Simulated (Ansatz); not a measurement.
# ZrSi₁₅O₃₂ (cell with a defect): what the fields show

Input file:

```
crystal:
  lattice:
    - [5.2865229236, 0.0, -8.9434898815]
    - [5.2865229236, 0.0, 8.9434898815]
    - [-5.2865229236, -9.6504593367, 0.0]
  atoms:
    - { symbol: Zr, position: [0.2847437046, 0.629952248, 0.4146959525] }
    - { symbol: Si, position: [0.5347437046, 0.379952248, 0.9146959525] }
    - { symbol: Si, position: [0.7847437046, 0.129952248, 0.4146959525] }
    - { symbol: Si, position: [0.0347437046, 0.879952248, 0.9146959525] }
    - { symbol: Si, position: [0.379952248, 0.0347437046, 0.9146959525] }
    - { symbol: Si, position: [0.629952248, 0.7847437046, 0.4146959525] }
    - { symbol: Si, position: [0.879952248, 0.5347437046, 0.9146959525] }
    - { symbol: Si, position: [0.129952248, 0.2847437046, 0.4146959525] }
    - { symbol: Si, position: [0.9652562954, 0.120047752, 0.0853040475] }
    - { symbol: Si, position: [0.2152562954, 0.870047752, 0.5853040475] }
    - { symbol: Si, position: [0.4652562954, 0.620047752, 0.0853040475] }
    - { symbol: Si, position: [0.7152562954, 0.370047752, 0.5853040475] }
    - { symbol: Si, position: [0.870047752, 0.7152562954, 0.5853040475] }
    - { symbol: Si, position: [0.120047752, 0.4652562954, 0.0853040475] }
    - { symbol: Si, position: [0.370047752, 0.2152562954, 0.5853040475] }
    - { symbol: Si, position: [0.620047752, 0.9652562954, 0.0853040475] }
    - { symbol: O, position: [0.9333525088, 0.8166474912, 0.75] }
    - { symbol: O, position: [0.1833525088, 0.5666474912, 0.25] }
    - { symbol: O, position: [0.4333525088, 0.3166474912, 0.75] }
    - { symbol: O, position: [0.6833525088, 0.0666474912, 0.25] }
    - { symbol: O, position: [0.3166474912, 0.9333525088, 0.75] }
    - { symbol: O, position: [0.5666474912, 0.6833525088, 0.25] }
    - { symbol: O, position: [0.8166474912, 0.4333525088, 0.75] }
    - { symbol: O, position: [0.0666474912, 0.1833525088, 0.25] }
    - { symbol: O, position: [0.4782527537, 0.2282527537, 0.9565055073] }
    - { symbol: O, position: [0.7282527537, 0.9782527537, 0.4565055073] }
    - { symbol: O, position: [0.9782527537, 0.7282527537, 0.9565055073] }
    - { symbol: O, position: [0.2282527537, 0.4782527537, 0.4565055073] }
    - { symbol: O, position: [0.7717472463, 0.0217472463, 0.0434944927] }
    - { symbol: O, position: [0.0217472463, 0.7717472463, 0.5434944927] }
    - { symbol: O, position: [0.2717472463, 0.5217472463, 0.0434944927] }
    - { symbol: O, position: [0.5217472463, 0.2717472463, 0.5434944927] }
    - { symbol: O, position: [0.7717472463, 0.5217472463, 0.5434944927] }
    - { symbol: O, position: [0.0217472463, 0.2717472463, 0.0434944927] }
    - { symbol: O, position: [0.2717472463, 0.0217472463, 0.5434944927] }
    - { symbol: O, position: [0.5217472463, 0.7717472463, 0.0434944927] }
    - { symbol: O, position: [0.4782527537, 0.7282527537, 0.4565055073] }
    - { symbol: O, position: [0.7282527537, 0.4782527537, 0.9565055073] }
    - { symbol: O, position: [0.9782527537, 0.2282527537, 0.4565055073] }
    - { symbol: O, position: [0.2282527537, 0.9782527537, 0.9565055073] }
    - { symbol: O, position: [0.75, 0.25, 0.5] }
    - { symbol: O, position: [1.0, 0.0, 1.0] }
    - { symbol: O, position: [0.25, 0.75, 0.5] }
    - { symbol: O, position: [0.5, 0.5, 0.0] }
    - { symbol: O, position: [0.5, 1.0, 1.0] }
    - { symbol: O, position: [0.75, 0.75, 0.5] }
    - { symbol: O, position: [1.0, 0.5, 1.0] }
    - { symbol: O, position: [0.25, 0.25, 0.5] }
  host:
    lattice:
      - [-2.6432614618, 4.8252296683, 4.4717449407]
      - [2.6432614618, -4.8252296683, 4.4717449407]
      - [2.6432614618, 4.8252296683, -4.4717449407]
    atoms:
      - { symbol: Si, position: [0.9305125909, 0.8452085434, 0.0853040475] }
      - { symbol: Si, position: [0.740095504, 0.1547914566, 0.5853040475] }
      - { symbol: Si, position: [0.0694874091, 0.1547914566, 0.9146959525] }
      - { symbol: Si, position: [0.259904496, 0.8452085434, 0.4146959525] }
      - { symbol: O, position: [0.1332949823, 0.8832949823, 0.25] }
      - { symbol: O, position: [0.8667050177, 0.1167050177, 0.75] }
      - { symbol: O, position: [0.7934944927, 0.5, 0.7934944927] }
      - { symbol: O, position: [0.2065055073, 0.0, 0.7065055073] }
      - { symbol: O, position: [0.2065055073, 0.5, 0.2065055073] }
      - { symbol: O, position: [0.7934944927, 0.0, 0.2934944927] }
      - { symbol: O, position: [0.0, 0.0, 0.0] }
      - { symbol: O, position: [0.5, 0.0, 0.5] }
basis:
  ecutwfc: 420
  xc_grid: 2
kpoints:
  mp_grid: { grid: [2, 2, 2], shift: [0.5, 0.5, 0.5] }
hamiltonian:
  xc: pbe
scf:
  occupations: { method: gaussian, width: 0.01 }
output:
  forces: true
  stress: false
  eigenvalues: true
  charged_corrections: { defect_position: [0.2847437, 0.62995225, 0.41469595] }
  write_density: true
  write_potential: true
  elf: true
  volumetric_format: npy
relax:
  adjacent_minimum: "off"
  f_tol: 0.025
  max_steps: 45
```

Run with:

```sh
ansatz run input.yaml --threads 4 --pin off --max-ram 10240MiB --backend cpu --events-out ev --progress --plain --runs-dir out
```

The fields are those of the run's last geometry, not of the input's.

Method: DFT PBE, scalar-relativistic, plane waves, PAW in Ansatz 0.2.0.

Core electrons are frozen (PAW), and the valence fields are smoothed inside the atomic spheres.

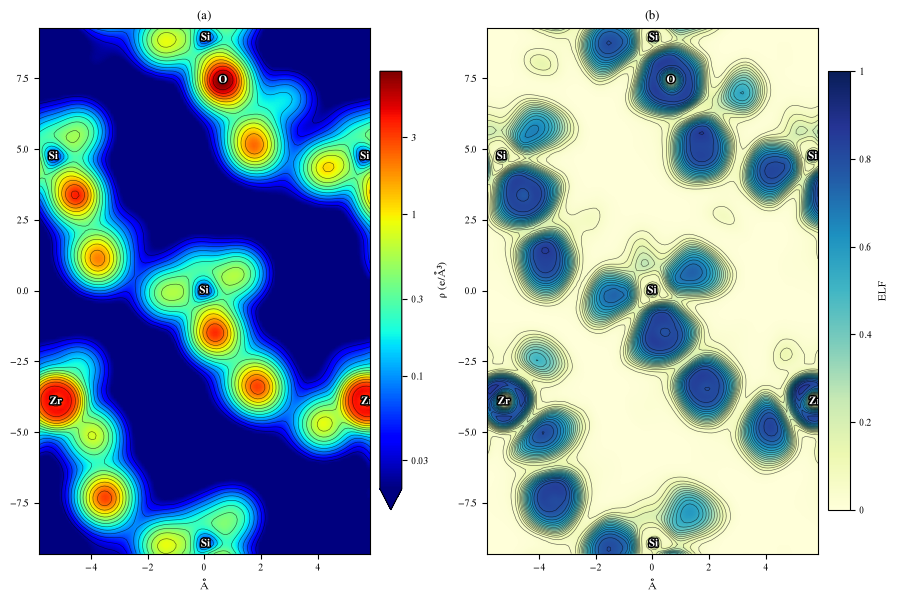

Figure 1. (a) valence pseudo-density; (b) electron localisation function on the (110) plane of the calculation cell.

### Describe what can be read from this map.

The section cuts through Zr, Si and O sites.
Atoms just off the plane (Si, 0.6 Å away and O, 0.4 Å away) can leave unmarked features too.
Si–O (1.62 Å): ρ is about 1.2 e/Å³ halfway; the ELF peaks at about 0.85 between the atoms: a short, strongly polar bond.
The density dies away to nearly zero in the voids.
The ELF also peaks beside O, away from the bonds: lone-pair regions.
The features right at Zr lie inside the PAW spheres, where the map follows smoothed inner orbitals and isn't to be read closely.

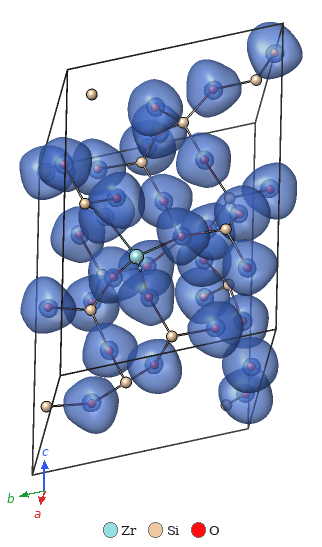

Figure 2. Isosurface of the electron localisation function at 0.65 (blue), seen at an oblique angle. Core shells and regions of very low density are left out. Sticks mark near contacts.

### Where are the electrons localised?

The surface consists of 32 regions on O in which the atom's valence shell and bonds are merged, counted in one cell of 48 atoms. Any copies at cell faces, edges or corners count once. Profiles from the grid: Si–O (1.61 Å): the ELF peaks at about 0.85 between the atoms: a polar covalent bond. Zr–O (1.93 Å): the ELF peaks at about 0.80 in the valence shell of O, 0.6 Å from its nucleus, and drops to about 0.25 between the two atoms; no shared electron pair shows on this line.

### Metal or insulator at this level of theory?

It is gapped, with a Kohn–Sham gap of 5.7 eV on the k-point mesh (the band edges may lie off the mesh, which would make the gap smaller).
